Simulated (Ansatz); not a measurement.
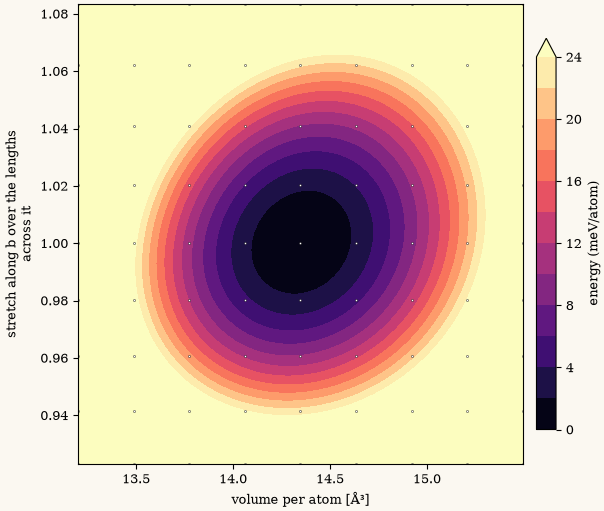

TiSi₂ (Cmcm, No. 63; 6 atoms in the cell). The energy is mapped over volume and the cell's shape. First axis: volume per atom. Second axis: stretch along b over the lengths across it, relative to the relaxed cell. Nothing is relaxed (fractional coordinates fixed). The scan uses a 9 × 9 grid. Points are written as (first, second). Energies are in meV/atom, from the lowest grid point. All numbers below come from Ansatz 0.2.0, DFT PBE, scalar-relativistic, plane waves, PAW. Settings: cutoff 520 eV, k-mesh 12×12×12, gaussian smearing 0.15 eV, no spin polarisation.

Drawn: filled contours, dots at the grid points, one colour for all values above the top of the scale. Between grid points the surface is interpolated.

### Where is the minimum, and how stiff is the well along each coordinate?

The interpolated minimum is at volume per atom ≈ 14.348 Å³, the second coordinate ≈ 1.000. The curvatures there are about 0.36 eV/(Å³)² and 74 eV, with a cross term of about −0.74 eV/Å³ (per cell of 6 atoms). Round the minimum the two coordinates are weakly coupled (coupling −0.14 in units of the two stiffnesses).

PAW datasets: the set soft_1.
